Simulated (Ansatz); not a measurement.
Ti5Al13 (slab)

The calculation's input:

```
crystal:
  lattice:
    - [5.064216336, 0.0, 0.0]
    - [2.1767051268, 4.572553104, 0.0]
    - [0.0, 0.0, 25.8159073356]
  atoms:
    - { symbol: Ti, position: [0.5, 0.5, 0.2905185513] }
    - { symbol: Al, position: [0.0, 0.0, 0.2905185513] }
    - { symbol: Al, position: [0.0, 0.5, 0.3428889135] }
    - { symbol: Al, position: [0.5, 0.0, 0.3428889135] }
    - { symbol: Ti, position: [0.0, 0.0, 0.3952592757] }
    - { symbol: Al, position: [0.5, 0.5, 0.3952592757] }
    - { symbol: Al, position: [0.5, 0.0, 0.4476296378] }
    - { symbol: Al, position: [0.0, 0.5, 0.4476296378] }
    - { symbol: Ti, position: [0.5, 0.5, 0.5] }
    - { symbol: Al, position: [0.0, 0.0, 0.5] }
    - { symbol: Al, position: [0.0, 0.5, 0.5523703622] }
    - { symbol: Al, position: [0.5, 0.0, 0.5523703622] }
    - { symbol: Ti, position: [0.0, 0.0, 0.6047407243] }
    - { symbol: Al, position: [0.5, 0.5, 0.6047407243] }
    - { symbol: Al, position: [0.5, 0.0, 0.6571110865] }
    - { symbol: Al, position: [0.0, 0.5, 0.6571110865] }
    - { symbol: Ti, position: [0.5, 0.5, 0.7094814487] }
    - { symbol: Al, position: [0.0, 0.0, 0.7094814487] }
basis:
  ecutwfc: 500
kpoints:
  mp_grid: { grid: [8, 8, 1] }
hamiltonian:
  xc: r2scan
scf:
  occupations: { method: gaussian, width: 0.1 }
output:
  forces: true
  stress: true
  eigenvalues: true
  write_density: true
  write_potential: true
  elf: true
  volumetric_format: npy
efield:
  axis: 3
  dipole_correction: true
  ramp_width: 0.04
```

Run with:

```sh
ansatz run input.yaml --threads 2 --pin off --max-ram 5120MiB --backend cpu --events-out ev --progress --plain --runs-dir out
```

Not relaxed (largest force 0.8 eV/Å); computed without spin polarisation.

Level of theory: DFT r2SCAN, scalar-relativistic, plane waves, PAW in Ansatz 0.2.0.

> Predict the valence pseudo-density and electron localisation function between the atoms.

Ti–Al (2.70 Å): the density is about 0.23 e/Å³ at the midpoint; the ELF is about 0.40 at the midpoint.
Al–Al (2.70 Å): the density is about 0.24 e/Å³ at the midpoint; the ELF peaks at about 0.70 between the atoms.
Ti–Al (2.87 Å): ρ at the midpoint is about 0.21 e/Å³; the ELF is about 0.45 at the midpoint.
Al–Al (2.87 Å): ρ at the midpoint is about 0.21 e/Å³; the ELF peaks at about 0.60 between the atoms.

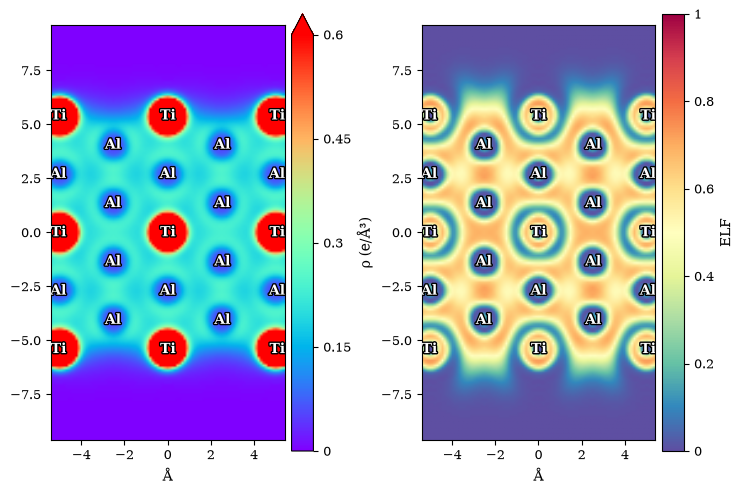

Computed valence pseudo-density and electron localisation function on the (100) plane of the calculation cell, a cut from vacuum to vacuum, in this order. 

The density is the valence pseudo-density of a PAW calculation; it isn't the true density close to the nuclei.
